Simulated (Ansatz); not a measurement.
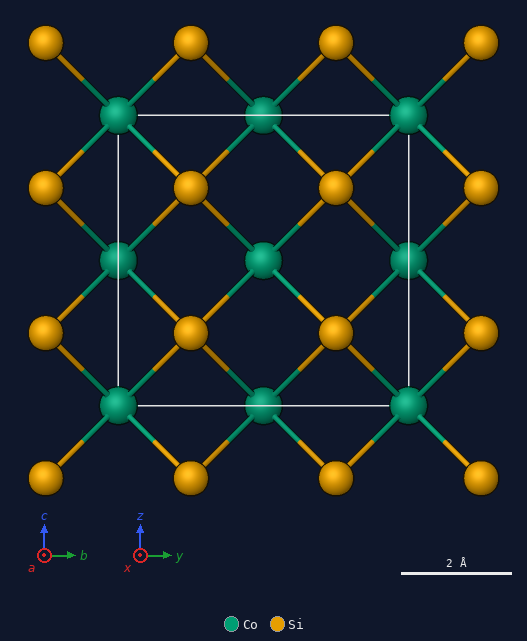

A crystal of CoSi2 (Fm-3m): the cell is strained along y alone, with the atoms kept at their fractional coordinates. x, y and z are the Cartesian axes of the input. The picture shows the reference cell. The picture is a ball-and-stick view of the conventional cell (4 times the calculation's cell), seen along the a axis. Lengths and directions refer to the drawn axes.

Computed with DFT PBEsol, scalar-relativistic, plane waves, PAW in Ansatz 0.2.0. Settings: plane-wave cutoff 420 eV; k-point mesh 16 × 16 × 16; occupations gaussian; smearing width 0.15 eV; no spin polarisation. Energies (free energies at the smearing named) are counted from the relaxed crystal.

Input file:
```yaml
crystal:
  lattice:
    - [0.0, 2.656253972, 2.656253972]
    - [2.656253972, 0.0, 2.656253972]
    - [2.656253972, 2.656253972, 0.0]
  atoms:
    - { symbol: Co, position: [0.0, 0.0, 0.0] }
    - { symbol: Si, position: [0.25, 0.25, 0.25] }
    - { symbol: Si, position: [0.75, 0.75, 0.75] }
basis:
  ecutwfc: 420
kpoints:
  mp_grid: { grid: [16, 16, 16] }
hamiltonian:
  xc: pbesol
scf:
  occupations: { method: gaussian, width: 0.15 }
output:
  forces: true
  stress: true
  eigenvalues: true
```

Launched with:
```bash
ansatz run input.yaml --threads 1 --pin off --max-ram 2560MiB --backend cpu --events-out ev --progress --plain --runs-dir out
```

What energies does the calculation give (the strain: −0.0600, −0.0450, −0.0300, −0.0150, 0.0000, 0.0150, 0.0300, 0.0450, 0.0525, 0.0600)?

Answer.
```tsv
strain	ΔE (meV/atom)
−0.0600	43.1
−0.0450	23.2
−0.0300	9.9
−0.0150	2.4
0.0000	0.0
0.0150	2.2
0.0300	8.6
0.0450	18.6
0.0525	24.9
0.0600	32.0
```

The lowest computed point lies at the strain 0.00 (0.0 meV/atom). The curvature at zero strain, (1/V) d²E/dε², is about 260 GPa; it is C₂₂ with clamped ions. The distortion takes the space group from Fm-3m to I4/mmm. At the strain −0.06 the cell of the drawing goes b 5.313 → 4.994 Å.

The computed profile:

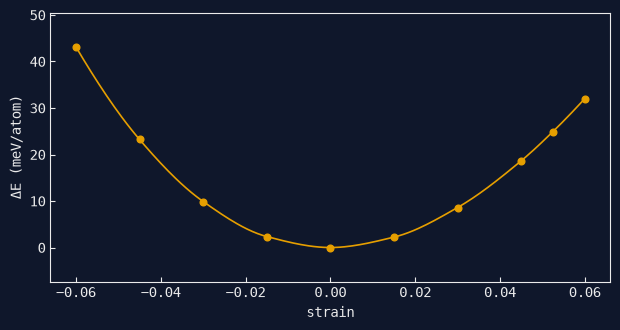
